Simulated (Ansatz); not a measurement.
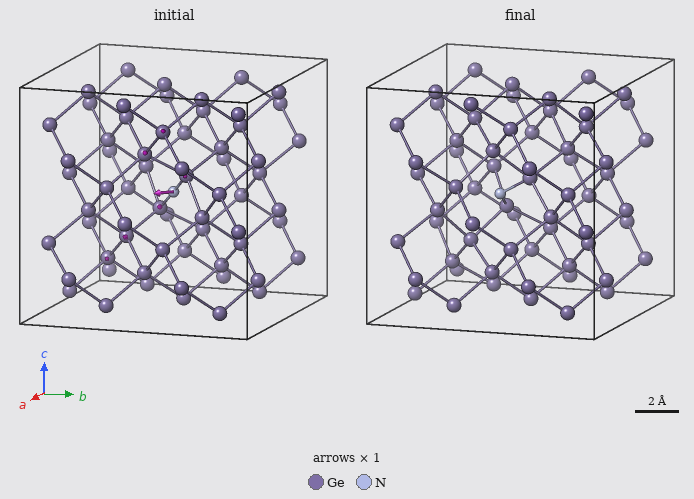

The structure of a defect cell of composition Ge$_{64}$N (cell charge −1) before (left) and after (right) a relaxation, at one scale. The purple arrows give the displacements, at their true length.

Style: ball-and-stick. Shown: the cell of the calculation (origin shifted), slightly off an axis.

The atoms of the start lie slightly off their symmetric places, so part of the fall in energy undoes that.

Computed with DFT, PBEsol, PAW, plane waves in Ansatz 0.2.0. Settings: plane-wave cutoff 420 eV; k-point mesh 1 × 1 × 1; mesh shifted by (0.25, 0.25, 0.25); collinear spin; atoms relaxed in a fixed cell; force threshold 0.03 eV/Å; at most 80 steps.

> What changed between the two?

The N atom moves most: 1.06 Å along [1 −1 0]. By element the largest moves are N 1.06 Å, Ge 0.30 Å. The cell stays as it was. Some distances before and after: Ge–Ge 2.348 → 2.465 Å, Ge–Ge 2.328 → 2.427 Å, Ge–Ge 2.309 → 2.396 Å, Ge–Ge 2.471 → 2.398 Å. Bond angles that change, for instance: Ge–N–Ge 178.9° → 116.9°, Ge–Ge–N 96.3° → 126.4°, Ge–Ge–N 97.1° → 126.5°. After 10 geometry steps the energy has fallen by 1.855 eV per cell of the calculation. Largest force component: 1 eV/Å at the start, 0.017 eV/Å at the end. The program noted that the starting moments weren't kept. The run took 17 s on 1 × NVIDIA GB200 with 8 threads of Arm Neoverse-V2, peak memory 2.1 GiB.

Limits of the set-up: the cell is charged, on a uniform background, and energies carry no finite-size correction.
